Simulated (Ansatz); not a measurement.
# How many bands does the GW gap of GaN (F-43m) need?

How do accuracy and time trade against each other in G0W0 on GaN (F-43m)?

Program: Ansatz 0.2.0. Level of theory: G0W0 on PBE, plane waves, PAW. Results are calculated unless marked as measured.

### Step 1. The starting structure

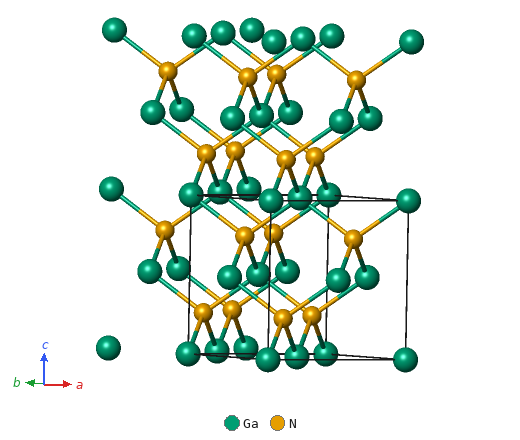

The starting structure, seen slightly off an axis (gallium teal, nitrogen orange). 1×2×2 cells are drawn. This picture shows the conventional cell, with its axes. Bonds to atoms that aren't drawn are left out. Some periodic images of atoms are drawn too.

The cell and positions are those that the Materials Project relaxed with its own functionals (PBE, PBE+U or r2SCAN), kept fixed. This is not the form that GaN usually takes at ambient conditions.

### Step 2. 95 empty bands, screening to 150 eV

Now the one-shot GW correction: screening in the RPA, then the self-energy of the levels asked for. This step takes hard PAW files.

File input.yaml:

```yaml
crystal:
  lattice:
    - [0.0, 2.2535006075, 2.2535006075]
    - [2.2535006075, 0.0, 2.2535006075]
    - [2.2535006075, 2.2535006075, 0.0]
  atoms:
    - { symbol: Ga, position: [0.0, 0.0, 0.0] }
    - { symbol: "N", position: [0.75, 0.75, 0.75] }
kpoints:
  mp_grid: { grid: [10, 10, 10] }
hamiltonian:
  xc: pbe
  pseudopotentials: { kind: paw, source: ansatz }
scf:
  occupations: { method: fixed }
gw:
  n_empty_bands: 95
  ecut_chi: 150
  qp_bands: [v2, c2]
  qp_kpoints: band_edges
  screening: { model: contour_deformation }
```

On the command line:

```bash
$ ansatz run input.yaml --threads 3 --pin off --max-ram 92160MiB --backend cuda --events-out ev --progress --plain --runs-dir out --devices 1 --max-vram 13GiB
```

Numbers of over 12 decimals in the logs are rounded to 6 here.

What it wrote:

```text
GPUs: using 1 of 1 available (devices: 1).
Engine: ansatz 0.2.0, x86_64-unknown-linux-gnu
Pseudopotentials: kind: paw
Pseudopotential: Ga, paw, valence charge 21, recommended cutoff 1020 eV (normal), Ga.paw.azcp
Pseudopotential: N, paw, valence charge 5, recommended cutoff 870 eV (normal), N.paw.azcp
Functional definition: PBE
  parameter kappa = 0.804
  parameter beta = 0.066725
  exchange = pbe_x(kappa = kappa, mu = beta*pi^2/3)
  correlation = pbe_c(beta = beta)
device memory: the entry about to start is reckoned to put 1.3 GiB on a device that reports 60.9 GiB free (of which the cap on the GPU budget leaves the run 13.0 GiB)
GPU FFT provider: cuFFT
GPU libraries: cuBLAS 13.8.2, cuFFT 12.4.0, cuSOLVER 12.3.4
Crystal: 2 atoms, lattice volume = 22.888 Å³
Basis set: ecut = 1020 eV, 1687 PW (Γ)
Bands: 17, of which v1, the nominal top of the filled ones, is band 13 counted from 1 (12 counted from 0)
Symmetry: 24 space group operations
Space group: F-43m (ITA 216), of the structure as read, at distance tolerance 2.8e-5 Å
k-points: 47 of 1000 (time reversal used)
Non-local potential: Ga, projectors of the file, l = 0: 3, l = 1: 3, l = 2: 3, l = 3: 2
Non-local potential: N, projectors of the file, l = 0: 2, l = 1: 2, l = 2: 1, l = 3: 1
PAW form: soft (Blöchl's): semilocal exchange-correlation on the pseudo side does not see the compensation charge
PAW one-centre angular grid: Ga, 590 points (default); XC on 64 Gauss nodes
PAW one-centre angular grid: N, 194 points (default); XC on 64 Gauss nodes
Initial density: superposition of atomic densities (chi_scale 0.1, normalization cell, long waves kept (reshape's long-wave potential 0.00 eV rms))
Initial wavefunctions: pseudopotential atomic-orbital guess
GPU buffer pool allocated for 64000 grid points (all kernels)
GPU transforms: local potential and band sums: pruned to the plane-wave sphere, on 36×36×36
Functional: x = pbe(κ = 0.804, μ = 0.219515), c = pbe(β = 0.066725)
SCF iter   1: F=—  HF=-8799.421917 eV  |F-HF|=—  |Δ(HF+E_count)|=         —  Δρ=1.00e-1  dr2=2.19e0  ethr=3.10e-3  ⟨swp⟩=5.0  Hψ=3667  notcnv=0  defer=90
preconditioner: auto → none  [insulator: Δε(μ)=2.426 eV  Ē_g=19.205 eV  n_scr=8 (ndim 8)  ℏωp=32.9 eV  f_vac=0.000  ε∞_Penn≈3.9]
SCF iter   2: F=—  HF=-8798.967468 eV  |F-HF|=—  |Δ(HF+E_count)|=   4.54e-1  Δρ=5.37e-2  dr2=3.70e-1  ethr=3.10e-3  ⟨swp⟩=3.0  Hψ=1856  notcnv=0  defer=92
SCF iter   3: F=—  HF=-8798.880323 eV  |F-HF|=—  |Δ(HF+E_count)|=   8.71e-2  Δρ=1.86e-2  dr2=3.42e-2  ethr=1.42e-3  ⟨swp⟩=2.8  Hψ=1238  notcnv=0  defer=92
SCF iter   4: F=—  HF=-8798.886201 eV  |F-HF|=—  |Δ(HF+E_count)|=   5.88e-3  Δρ=1.15e-2  dr2=1.03e-2  ethr=1.31e-4  ⟨swp⟩=3.0  Hψ=1544  notcnv=0  defer=92
SCF iter   5: F=—  HF=-8798.883408 eV  |F-HF|=—  |Δ(HF+E_count)|=   2.79e-3  Δρ=1.08e-3  dr2=5.66e-5  ethr=3.97e-5  ⟨swp⟩=3.2  Hψ=1411  notcnv=0  defer=92
SCF iter   6: F=—  HF=-8798.883441 eV  |F-HF|=—  |Δ(HF+E_count)|=   3.29e-5  Δρ=1.79e-4  dr2=3.82e-6  ethr=2.18e-7  ⟨swp⟩=2.0  Hψ=1237  notcnv=0  defer=92
SCF iter   7: F=-8798.883441 eV  HF=-8798.883441 eV  |F-HF|=1.98e-8  |Δ(HF+E_count)|=   3.47e-7  Δρ=2.44e-5  dr2=5.04e-8  ethr=3.85e-10  ⟨swp⟩=6.1  Hψ=4326  notcnv=0
SCF 1 converged in 7 iterations: F = -8798.883441 eV  dr2 = 5.04e-8
  greatest PAW one-centre occupation: 0.995 electrons in one spin orbital (limit 2), on the Ga atom at site 0 (counted from 0), in its partial waves of l = 0
device memory: the entry about to start is reckoned to put 1.5 GiB (of the 1.6 GiB reckoned in all, the device holds 0.1 GiB already) on a device that reports 60.8 GiB free (of which the cap on the GPU budget leaves the run 12.9 GiB)
NSCF: frozen V_eff on 47 k-points, pencils in batches of 32, up to order 68
the band table was solved once the SCF had ended and its energy, with any forces and stress, was formed, with the checks that follow a solve (5070 applications of the Hamiltonian). They found nothing against the state; the energy, forces and stress were not computed again (output.eigenvalues in the input reference)
device memory: the entry about to start is reckoned to put 3.9 GiB on a device that reports 60.9 GiB free (of which the cap on the GPU budget leaves the run 13.0 GiB)
NSCF: frozen V_eff on 47 k-points
G₀W₀ screening: q 1/47
[... further progress lines ...]
device memory: the entry about to start is reckoned to put 0.4 GiB on a device that reports 54.6 GiB free (of which the cap on the GPU budget leaves the run 13.0 GiB)
NSCF: frozen V_eff on 1 k-points
device memory: the entry about to start is reckoned to put 0.4 GiB on a device that reports 54.6 GiB free (of which the cap on the GPU budget leaves the run 13.0 GiB)
NSCF: frozen V_eff on 1 k-points
SCF converged after 7 iterations
Free energy (F): -8798.883441 eV
Harris-Foulkes:  -8798.883441 eV  (|F-HF|=1.98e-8)
Internal energy: -8798.883441 eV  (E = F + TS)
E sigma→0 (E₀):  -8798.883441 eV
Fermi energy:    11.048649 eV
--- Per-component energies (eV) ---
  E_band       = -732.887833
  E_kinetic    = 953.837523
  E_local      = -8776.128419  (includes V_loc(G=0)·N_el)
  E_nonlocal   = 1825.967934
  E_hartree    = 3299.251458
  E_xc         = -232.235360
  E_vxc        = -298.226687  (∫ρ·V_xc dr)
  E_paw        = -2187.472554  (= ΣΔE_a)
  E_vpaw       = -1036.834002  (= ΣTr[D̂ρ^β])
  E_aug_tail   = 0.000120  (compensation charges beyond the density's cutoff)
  E_ewald      = -3682.104142
  E_smearing   = -0.000000  (= −TS)
  E_closure    = 0.000000  (closes the sum)
  Σ components = -8798.883441   (vs F -8798.883441, Δ=0.00e0)
--- Band table (eV; the first three rows and the last of 47) ---
  k-point 0: bands = [... 9 lower, -2.1281, 11.0486, 11.0486, 11.0486, 12.7823, 21.3634, 21.3634, 21.3634]
  k-point 1: bands = [... 9 lower, -2.1294, 9.9512, 10.9422, 10.9422, 13.6385, 20.8652, 21.5266, 21.5266]
  k-point 2: bands = [... 9 lower, -2.1281, 8.1421, 10.6805, 10.6805, 14.7184, 20.0854, 21.7878, 21.7878]
  k-point 46: bands = [... 9 lower, -0.1736, 5.3020, 7.4626, 7.4924, 16.8784, 19.2526, 21.7786, 22.2416]
--- G₀W₀: contour deformation, 7 samples at zero and on the imaginary axis and 4 off it, 1000 q-points, 95 empty bands' worth ---
  eigenvalues of the whole cell's RPA ε∞ on this k-mesh (on a slab, of 1 + 4πα/V) = 5.7572, 5.7572, 5.7572; static W/v taken at q = 0 is 0.173696
  bands read: the sum over 108 bands ends inside a degenerate multiplet in 4 slots, whose members it reads at an even weight; the widest, k=1: bands 108 to 109 (counted from 1) at 1/2 each
  gw.qp_kpoints: band_edges: 18 of 47 stored k-points solved, in 1 pass; an edge of the gap read off the rows below is read off those points alone
    valence top: of the k-points left out ik 7 came nearest to being solved in a further pass, in band 13 (counted from 1, as in the quasiparticle table): it holds the edge there only if its correction is more favourable than any solved in that band by at least 0.537 eV; those differ by 0.267 eV
    conduction bottom: of the k-points left out ik 7 came nearest to being solved in a further pass, in band 14 (counted from 1, as in the quasiparticle table): it holds the edge there only if its correction is more favourable than any solved in that band by at least 1.773 eV; those differ by 0.548 eV
    ik  band        ε_KS         Σx   Σc(E_QP)       V_xc       Z   E_QP_lin       E_QP  E_QP is
     0    12     11.0486   -23.8144     2.9238   -20.2669  0.7714    10.4203    10.4249  root
     0    13     11.0486   -23.8144     2.9238   -20.2669  0.7714    10.4203    10.4249  root
     0    14     12.7823   -11.6458    -3.5477   -15.6857  0.8076    13.2762    13.2744  root
     0    15     21.3634    -7.8730    -5.3403   -13.8811  0.7993    22.0380    22.0312  root
     1    12     10.9422   -23.7110     2.9608   -20.1125  0.7711    10.2996    10.3045  root
     1    13     10.9422   -23.7110     2.9608   -20.1125  0.7711    10.2996    10.3045  root
     1    14     13.6385   -12.4083    -3.4535   -16.3746  0.7994    14.1536    14.1514  root
     1    15     20.8652    -8.0000    -5.3270   -13.9997  0.7970    21.5448    21.5379  root
     2    12     10.6805   -23.4531     3.0395   -19.7456  0.7701    10.0067    10.0125  root
     2    13     10.6805   -23.4531     3.0395   -19.7456  0.7701    10.0067    10.0125  root
     2    14     14.7184   -11.4441    -4.0499   -16.1130  0.7967    15.3415    15.3374  root
     2    15     20.0854    -8.4428    -5.3413   -14.4818  0.7897    20.7913    20.7831  root
     3    12     10.3846   -23.1548     3.1143   -19.3438  0.7690     9.6813     9.6878  root
     3    13     10.3846   -23.1548     3.1143   -19.3438  0.7690     9.6813     9.6878  root
     3    14     15.4003   -10.5531    -4.4127   -15.6187  0.8019    16.0581    16.0532  root
     3    15     19.7152    -8.8900    -5.5030   -15.1195  0.7724    20.4505    20.4417  root
     4    12     10.1631   -22.9246     3.1640   -19.0453  0.7680     9.4407     9.4478  root
     4    13     10.1631   -22.9246     3.1640   -19.0453  0.7680     9.4407     9.4478  root
     4    14     15.6529   -10.1908    -4.4903   -15.3260  0.8093    16.3025    16.2978  root
     4    15     19.7253    -8.9999    -5.7331   -15.4585  0.7555    20.4613    20.4508  root
     5    12     10.0821   -22.8381     3.1811   -18.9355  0.7677     9.3533     9.3606  root
     5    13     10.0821   -22.8381     3.1811   -18.9355  0.7677     9.3533     9.3606  root
     5    14     15.6973   -10.1310    -4.4885   -15.2586  0.8120    16.3409    16.3365  root
     5    15     19.7774    -8.9705    -5.8278   -15.5131  0.7496    20.5043    20.4921  root
[...]
43    12      7.9898   -20.4897     3.4906   -16.1257  0.7552     7.1004     7.1164  root
    43    13      8.0209   -21.2565     3.6366   -16.7312  0.7540     7.1157     7.1322  root
    43    14     15.2329    -9.1323    -4.0047   -13.4349  0.8156    15.5317    15.5308  root
    43    15     18.2699   -10.3192    -4.9938   -16.1313  0.7991    19.0977    19.0882  root
    46    12      7.4626   -21.5868     3.8962   -16.7404  0.7467     6.4887     6.5124  root
    46    13      7.4924   -19.6434     3.5112   -15.2413  0.7496     6.5804     6.6015  root
    46    14     16.8784    -9.6528    -4.3691   -14.4742  0.7973    17.3337    17.3307  root
    46    15     19.2526   -11.3063    -5.6476   -18.0088  0.7694    20.3280    20.3074  root
```

The job ended after 95 s (1 × NVIDIA H100 80GB HBM3 (shared by 6 runs) with 3 threads of AMD EPYC 7R13 (Zen 3), shared host; peak memory 1.4 GiB; 2.8 min of CPU time).

Numbers from this step:

```
bands summed                                 : 108
RPA ε∞ on this mesh (eigenvalues)            : 5.757, 5.757, 5.757
plane waves in the screening matrix          : 113
q-points in the mesh                         : 1000
G0W0 gap on the mesh                         : 2.849 eV
k of the valence top                         : 0, 0, 0
k of the conduction bottom                   : 0, 0, 0
starting gap on the mesh                     : 1.734 eV
Z at the valence top                         : 0.7714
Z at the conduction bottom                   : 0.8076
least direct G0W0 gap on the computed points : 2.849 eV
```

The gap on the mesh goes from 1.73 eV to 2.85 eV, a correction of +1.12 eV. Between the two edge states, bare exchange in place of the xc potential would open the gap by 7.59 eV, and correlation takes back 6.47 eV.

### Step 3. 205 empty bands, screening to 250 eV

Another rung: the empty bands reach about as high as the screening cutoff, so the two stay in balance.

input.yaml, as its differences from that of step 2:

```diff
@@ -16,4 +16,4 @@
 gw:
-  n_empty_bands: 95
-  ecut_chi: 150
+  n_empty_bands: 205
+  ecut_chi: 250
   qp_bands: [v2, c2]
```

What it wrote:

```text
GPUs: using 1 of 1 available (devices: 1).
[...]
GPU FFT provider: cuFFT
GPU libraries: cuBLAS 13.8.2, cuFFT 12.4.0, cuSOLVER 12.3.4
Crystal: 2 atoms, lattice volume = 22.888 Å³
Basis set: ecut = 1020 eV, 1687 PW (Γ)
Bands: 17, of which v1, the nominal top of the filled ones, is band 13 counted from 1 (12 counted from 0)
Symmetry: 24 space group operations
[...]
k-points: 47 of 1000 (time reversal used)
[...]
GPU buffer pool allocated for 64000 grid points (all kernels)
[...]
SCF iter   1: F=—  HF=-8799.421917 eV  |F-HF|=—  |Δ(HF+E_count)|=         —  Δρ=1.00e-1  dr2=2.19e0  ethr=3.10e-3  ⟨swp⟩=5.0  Hψ=3667  notcnv=0  defer=90
[...]
SCF iter   7: F=-8798.883441 eV  HF=-8798.883441 eV  |F-HF|=1.98e-8  |Δ(HF+E_count)|=   3.47e-7  Δρ=2.44e-5  dr2=5.04e-8  ethr=3.85e-10  ⟨swp⟩=6.1  Hψ=4326  notcnv=0
SCF 1 converged in 7 iterations: F = -8798.883441 eV  dr2 = 5.04e-8
[...]
NSCF: frozen V_eff on 47 k-points, pencils in batches of 32, up to order 68
[...]
NSCF: frozen V_eff on 47 k-points
G₀W₀ screening: q 1/47
[... further progress lines ...]
[...]
SCF converged after 7 iterations
Free energy (F): -8798.883441 eV
[...]
Internal energy: -8798.883441 eV  (E = F + TS)
E sigma→0 (E₀):  -8798.883441 eV
Fermi energy:    11.048649 eV
[...]
--- Band table (eV; the first three rows and the last of 47) ---
  k-point 0: bands = [... 9 lower, -2.1281, 11.0486, 11.0486, 11.0486, 12.7823, 21.3634, 21.3634, 21.3634]
  k-point 1: bands = [... 9 lower, -2.1294, 9.9512, 10.9422, 10.9422, 13.6385, 20.8652, 21.5266, 21.5266]
  k-point 2: bands = [... 9 lower, -2.1281, 8.1421, 10.6805, 10.6805, 14.7184, 20.0854, 21.7878, 21.7878]
  k-point 46: bands = [... 9 lower, -0.1736, 5.3020, 7.4626, 7.4924, 16.8784, 19.2526, 21.7786, 22.2416]
[...]
0    12     11.0486   -23.8144     2.6894   -20.2669  0.7693    10.1811    10.1905  root
     0    13     11.0486   -23.8144     2.6894   -20.2669  0.7693    10.1811    10.1905  root
     0    14     12.7823   -11.6458    -3.7476   -15.6857  0.8065    13.0751    13.0745  root
     0    15     21.3634    -7.8730    -5.4521   -13.8811  0.7994    21.9240    21.9194  root
     1    12     10.9422   -23.7110     2.7289   -20.1125  0.7690    10.0628    10.0727  root
     1    13     10.9422   -23.7110     2.7289   -20.1125  0.7690    10.0628    10.0727  root
     1    14     13.6385   -12.4083    -3.6678   -16.3746  0.7980    13.9378    13.9371  root
     1    15     20.8652    -8.0000    -5.4507   -13.9997  0.7970    21.4188    21.4142  root
[...]
46    12      7.4626   -21.5868     3.7525   -16.7404  0.7452     6.3355     6.3687  root
    46    13      7.4924   -19.6434     3.3632   -15.2413  0.7483     6.4231     6.4535  root
    46    14     16.8784    -9.6528    -4.4984   -14.4742  0.7965    17.2029    17.2014  root
    46    15     19.2526   -11.3063    -5.8799   -18.0088  0.7679    20.0867    20.0752  root
```

Run time: 3.2 min. Hardware: 1 × NVIDIA H100 80GB HBM3 (shared by 6 runs) with 3 threads; peak memory 2 GiB; 6 min of CPU time.

Numbers from this step:

```yaml
bands_summed: 218
rpa_eps_infinity_on_this_mesh_eigenvalues: 5.750, 5.750, 5.750
plane_waves_in_the_screening_matrix: 181
q_points_in_the_mesh: 1000
g0w0_gap_on_the_mesh: 2.884 eV
k_of_the_valence_top: 0, 0, 0
k_of_the_conduction_bottom: 0, 0, 0
starting_gap_on_the_mesh: 1.734 eV
z_at_the_valence_top: 0.7693
z_at_the_conduction_bottom: 0.8065
least_direct_g0w0_gap_on_the_computed_points: 2.884 eV
```

Against the run with 10×10×10 mesh, 95 empty bands, screening to 150 eV, hard PAW files, the gap moves by +0.03 eV.

(Part 1 of 2 ends here.)

[Paths, hosts, dates, memory and timing lines, banners, echoed tables and standing remarks are left out of the program output.]

[Logs are printed without paths, hosts, clocks, repeated set-up lines and the standing remarks that a program may print on its own settings, such as how far it seeks lower states.]

[Runs of the session that timed out or met a known fault of the program may be left out.]

[Cells called generated may have been cut or substituted from an entry of the Crystallography Open Database or the Materials Project.]

[Hosts, paths, dates, database ids (printed as entryN), source tags and the programs' standing remarks are cut or masked in the printed files.]
